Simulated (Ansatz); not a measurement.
## Al: single-point calculation

The run: single-point calculation of Al (6 atoms in the cell). Method and program: DFT PBE+D3(BJ), scalar-relativistic, plane waves, PAW, PAW set soft_1, no spin polarisation (Ansatz 0.2.0).

The structure derives from a Materials Project entry. Figures and captions count atoms from 1; the log counts them from 0 in places.

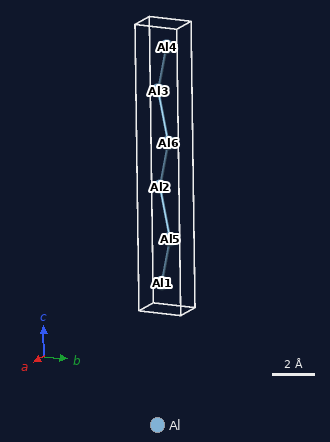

**Figure 1.** The structure as given in the input (ball-and-stick view of the cell of the calculation, set on other vectors, seen slightly off an axis; atoms are numbered from 1 in the order of the input). An atom can appear more than once, as a periodic image. Near neighbours in the periodic cell (some may lie outside the picture): Al has 10 Al at 2.48 to 2.84 Å; Al has 12 Al at 2.80 to 2.84 Å.

## Input
```yaml
crystal:
  lattice:
    - [-2.803570076, 0.0, 0.0]
    - [-1.401785038, -2.4279629071, 0.0]
    - [-2.0248006104, -1.8884155944, 14.0252688885]
  atoms:
    - { symbol: Al, position: [0.6388833333, 0.6018388889, 0.08335] }
    - { symbol: Al, position: [0.5277722222, 0.3425796296, 0.4166833333] }
    - { symbol: Al, position: [0.4166611111, 0.0833203704, 0.7500166667] }
    - { symbol: Al, position: [0.0277722222, -0.3796425926, 0.9166833333] }
    - { symbol: Al, position: [0.2499944444, 0.1388759259, 0.2500166667] }
    - { symbol: Al, position: [0.1388833333, -0.1203833333, 0.58335] }
basis:
  ecutwfc: 420
kpoints:
  mp_grid: { grid: [18, 18, 3] }
hamiltonian:
  xc: pbe
  pseudopotentials: { kind: paw, azcp: { folder: soft_1 } }
  dispersion: d3bj
scf:
  occupations: { method: gaussian, width: 0.15 }
output:
  forces: true
  stress: true
  eigenvalues: true
  write_density: true
  write_potential: true
  elf: true
  volumetric_format: npy
```

Hardware: 2 threads of Arm Neoverse N1, 98 GiB of memory available, shared host.

Launch command:
```bash
ansatz run input.yaml --threads 2 --pin off --max-ram 4096MiB --backend cpu --events-out ev --progress --plain --runs-dir out
```

## What the program printed
```
Engine: ansatz 0.2.0, aarch64-unknown-linux-gnu
Pseudopotentials: kind: paw
Pseudopotential: Al, paw, valence charge 3, recommended cutoff 420 eV (normal), [file]
Functional definition: PBE
  parameter kappa = 0.804
  parameter beta = 0.06672455060314922
  exchange = pbe_x(kappa = kappa, mu = beta*pi^2/3)
  correlation = pbe_c(beta = beta)
Crystal: 6 atoms, lattice volume = 95.470 Å³
Basis set: ecut = 420 eV, 1883 PW (Γ), exchange–correlation on 40×40×192 points (8 copies of the dense FFT grid, shifted against one another)
Bands: 15, of which v1, the nominal top of the filled ones, is band 9 counted from 1 (8 counted from 0)
Symmetry: 2 space group operations
Space group: P-1 (ITA 2), of the structure as read, at distance tolerance 4.6e-5 Å
k-points: 488 of 972
Non-local potential: Al, projectors of the file, l = 0: 2, l = 1: 2, l = 2: 1
PAW form: soft (Blöchl's): semilocal exchange-correlation on the pseudo side does not see the compensation charge
PAW one-centre angular grid: Al, 110 points (default); XC on 64 Gauss nodes
Initial density: superposition of atomic densities (chi_scale 0.1, normalization cell)
Initial wavefunctions: pseudopotential atomic-orbital guess
Functional: x = pbe(κ = 0.804, μ = 0.2195149727645171), c = pbe(β = 0.06672455060314922)
SCF iter   1: F=—  HF=-3226.919255 eV  |F-HF|=—  |Δ(HF+E_count)|=         —  Δρ=2.30e-2  dr2=5.65e-1  ethr=3.10e-3  ⟨swp⟩=6.3  Hψ=46700  notcnv=0
preconditioner: auto → none  [metal: Δε(μ)=0.004 eV  Ē_g=7.509 eV  σ=0.150 eV  W_gap=0.02  n_scr=8 (ndim 8)  ℏωp=16.1 eV  f_vac=0.000  D(μ)=2.39/eV (n_scr^D=8)  sad-step TF]
SCF iter   2: F=—  HF=-3226.821944 eV  |F-HF|=—  |Δ(HF+E_count)|=   9.73e-2  Δρ=1.52e-2  dr2=2.56e-1  ethr=3.10e-3  ⟨swp⟩=1.0  Hψ=11226  notcnv=0  defer=4
SCF iter   3: F=—  HF=-3226.698469 eV  |F-HF|=—  |Δ(HF+E_count)|=   1.23e-1  Δρ=1.21e-3  dr2=5.23e-2  ethr=1.42e-3  ⟨swp⟩=1.1  Hψ=6850  notcnv=0  defer=64
SCF iter   4: F=—  HF=-3226.696716 eV  |F-HF|=—  |Δ(HF+E_count)|=   1.75e-3  Δρ=7.24e-4  dr2=1.98e-2  ethr=2.91e-4  ⟨swp⟩=1.3  Hψ=7120  notcnv=0  defer=64
SCF iter   5: F=—  HF=-3226.695946 eV  |F-HF|=—  |Δ(HF+E_count)|=   7.71e-4  Δρ=3.31e-4  dr2=3.02e-3  ethr=1.10e-4  ⟨swp⟩=1.0  Hψ=6809  notcnv=0  defer=64
SCF iter   6: F=—  HF=-3226.695765 eV  |F-HF|=—  |Δ(HF+E_count)|=   1.81e-4  Δρ=7.48e-5  dr2=1.43e-4  ethr=1.68e-5  ⟨swp⟩=1.0  Hψ=6809  notcnv=0  defer=64
SCF iter   7: F=—  HF=-3226.695757 eV  |F-HF|=—  |Δ(HF+E_count)|=   7.84e-6  Δρ=1.35e-5  dr2=2.31e-6  ethr=7.94e-7  ⟨swp⟩=1.0  Hψ=6812  notcnv=0  defer=64
SCF iter   8: F=—  HF=-3226.695806 eV  |F-HF|=—  |Δ(HF+E_count)|=   4.91e-5  Δρ=6.59e-6  dr2=2.94e-7  ethr=1.28e-8  ⟨swp⟩=2.3  Hψ=9918  notcnv=0  defer=511
SCF iter   9: F=-3226.695806 eV  HF=-3226.695806 eV  |F-HF|=1.17e-9  |Δ(HF+E_count)|=   3.90e-8  Δρ=2.71e-6  dr2=4.65e-9  ethr=5.56e-10  ⟨swp⟩=9.6  Hψ=41697  notcnv=0
SCF 1 converged in 9 iterations: F = -3226.695806 eV  dr2 = 4.65e-9
  greatest PAW one-centre occupation: 0.464 electrons in one spin orbital (limit 2), on the Al atom at site 3 (counted from 0), in its partial waves of l = 0
```

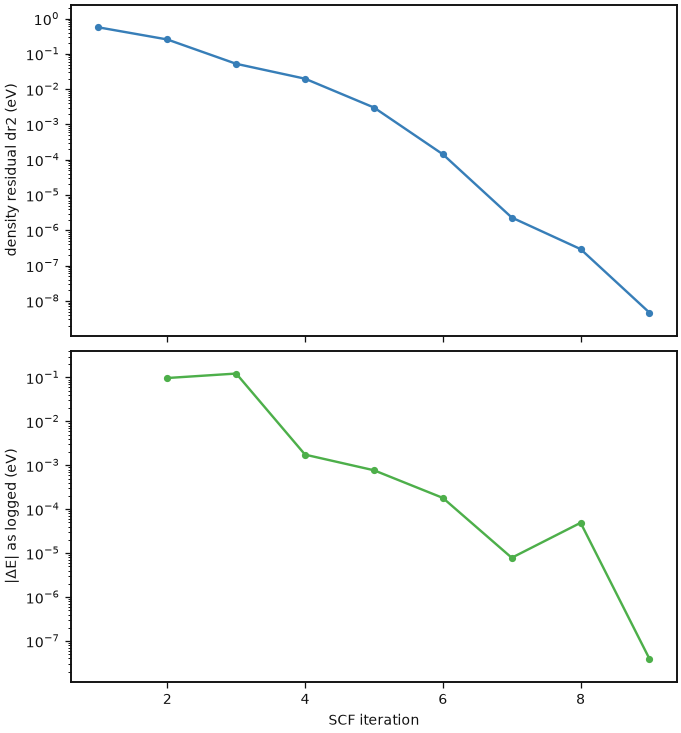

**Figure 2.** Convergence of the self-consistent field: density residual dr2 and size of the energy change against the SCF iteration. The residual falls at every step.

```
SCF converged after 9 iterations
Free energy (F): -3226.695806 eV
Harris-Foulkes:  -3226.695806 eV  (|F-HF|=1.17e-9)
Internal energy: -3226.668976 eV  (E = F + TS)
E sigma→0 (E₀):  -3226.682391 eV
Entropy (-TS):   -0.026830 eV (-4.472 meV/atom)
Fermi energy:    8.301677 eV
--- Per-component energies (eV) ---
  E_band       = 68.325681
  E_kinetic    = 138.415076
  E_local      = 65.679228  (includes V_loc(G=0)·N_el)
  E_nonlocal   = 61.267603
  E_hartree    = 0.673404
  E_xc         = -227.654234
  E_vxc        = -176.960600  (∫ρ·V_xc dr)
  E_paw        = -2816.948236  (= ΣΔE_a)
  E_vpaw       = -21.422444  (= ΣTr[D̂ρ^β])
  E_aug_tail   = -0.000015  (compensation charges beyond the density's cutoff)
  E_ewald      = -446.005519
  E_disp       = -2.096283  (pairwise vdW)
  E_smearing   = -0.026830  (= −TS)
  E_closure    = 0.000000  (closes the sum)
  Σ components = -3226.695806   (vs F -3226.695806, Δ=0.00e0)
--- Forces (eV/Å), atoms counted from 1 ---
  atom   1  Al     0.47900333    -0.15921086     0.83122633
  atom   2  Al     0.01321115    -0.00613047     0.01226598
  atom   3  Al     0.03302519    -0.02643461     0.02489313
  atom   4  Al    -0.47900333     0.15921086    -0.83122633
  atom   5  Al    -0.03302519     0.02643461    -0.02489313
  atom   6  Al    -0.01321115     0.00613047    -0.01226598
  max |Σ_I F_I| component: 2.08e-17 eV/Å
--- Stress (GPa, compression-positive) ---
        0.911358      -0.136897       1.808646
       -0.136897       0.467072      -0.326382
        1.808646      -0.326382       2.238840
  P = ⅓ Tr σ = 1.2058 GPa (12.058 kbar)
--- Band table (eV; the first three rows and the last of 488) ---
  k-point 0: bands = ["-3.0661", "-2.3288", "-2.3027", "-0.0938", "-0.0892", "3.4610", "3.6250", "8.4619", "8.5101", "14.4814", "14.6133", "19.5570", "19.5780", "19.6875", "19.8166"]
  k-point 1: bands = ["-2.9831", "-2.7312", "-1.7356", "-0.9933", "0.9670", "2.1783", "5.0533", "6.7016", "10.3979", "12.4268", "16.7020", "18.7366", "19.5903", "19.6015", "19.7615"]
  k-point 2: bands = ["-2.9873", "-2.3033", "-2.1716", "-0.1417", "0.1128", "3.4133", "3.8223", "8.3142", "8.7982", "14.3043", "14.8747", "17.8233", "18.2647", "18.5837", "18.8388"]
  k-point 487: bands = ["3.0101", "3.1380", "3.4540", "3.6202", "3.8808", "4.0728", "5.4131", "5.7410", "6.3068", "6.6616", "8.4356", "8.9292", "10.1121", "10.5495", "13.0055"]
```

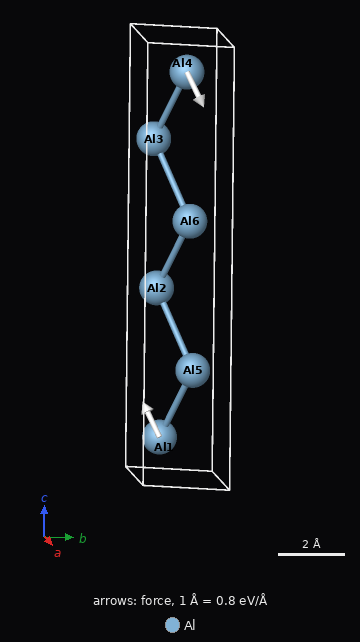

**Figure 3.** Forces on the atoms as white arrows (ball-and-stick view of the cell of the calculation, set on other vectors, seen slightly off an axis; atoms are numbered from 1 in the order of the input); the smallest are left out. The largest act on Al1, Al4 (0.97 eV/Å). The geometry is not a stationary point of this energy.

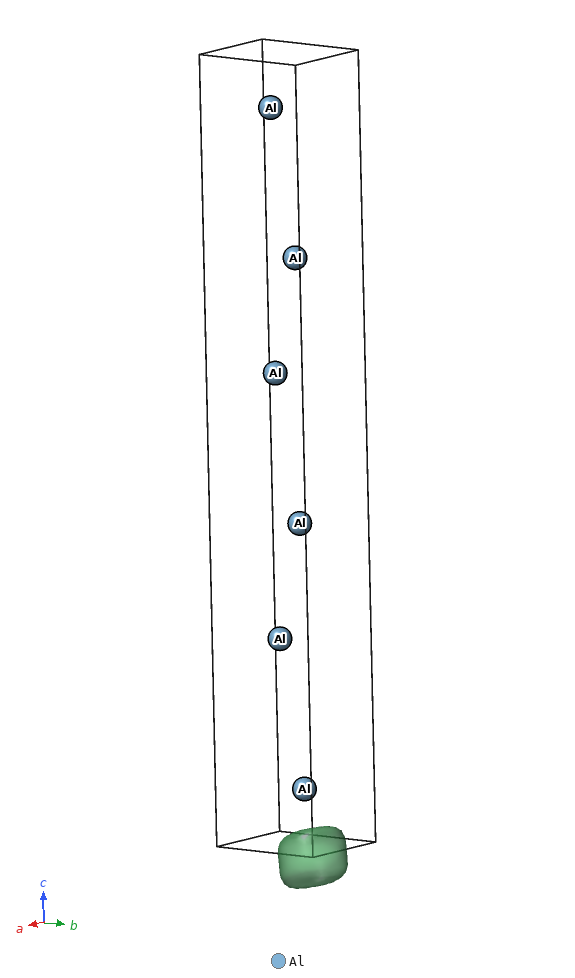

**Figure 4.** Isosurface of the electron localisation function at 0.7 (green), seen slightly off an axis. Only the valence region is drawn (cores and ρ < 0.01 e/Å³ removed). Sticks mark near contacts. The outline is the cell set on symmetry axes. Along the contacts the grid gives the following. Al–Al (2.48 Å): the ELF peaks at about 0.85 between the atoms, as expected for localised, shared-pair bonding. Al–Al (2.80 Å): the ELF peaks at about 0.65 between the atoms. The fields are those of the smooth PAW valence density.

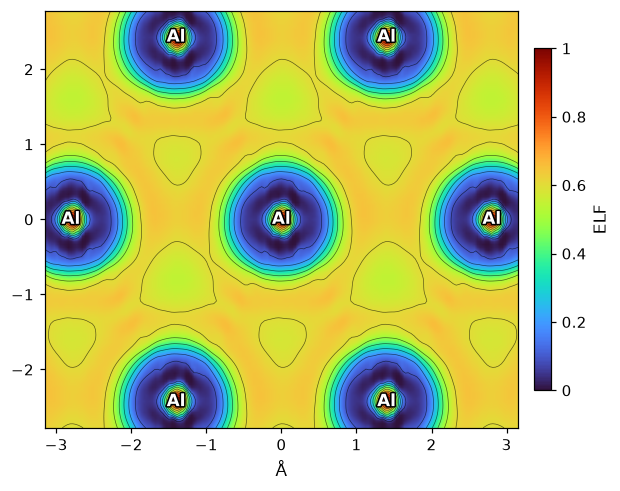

**Figure 5.** Electron localisation function on the (001) plane of the conventional cell. The section cuts through Al sites. Al–Al (2.80 Å): the ELF peaks at about 0.65 between the atoms.

## Results in brief

| quantity | value |
| --- | --- |
| outcome | converged |
| space group (tolerance 0.01 Å) | P-1 (2) |
| electrons treated | 18 |
| free energy | −3226.6958 eV |
| Fermi energy | 8.302 eV |
| gap on the k-point mesh | none (metallic) |
| pressure | 1.21 GPa |
| largest force (length of the vector) | 0.972 eV/Å |
| wall time | 49 s (CPU time 97 s) |
| peak memory | 0.77 GiB |
